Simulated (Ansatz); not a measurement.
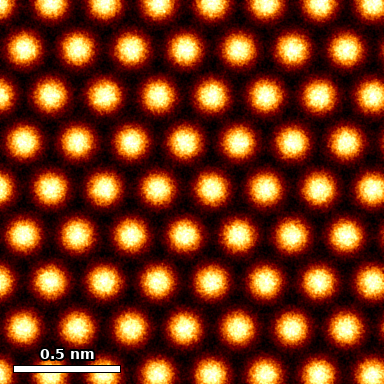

Z-contrast image of a crystal. Simulation: incoherent imaging, intensity Z^1.8 per atom, probe width 1.30 Å, thin sample. Shot noise was added.

> Measure the repeat of the pattern.

The pattern repeats on a hexagonal net with a repeat of 2.5 Å.

> What is the plane group of the image?

p6mm: sixfold points with mirror lines through them.

> How many columns does the smallest repeating cell hold, and how many levels of brightness?

1 column in the primitive cell of 5.6 Å², all of one brightness.

The crystal is Si (P6/mmm, No. 191) seen along [001]. Structure: the end point of a relaxation with DFT r2SCAN, scalar-relativistic, plane waves, PAW (Ansatz); the starting structure was generated, so it need not be a known form of this composition.
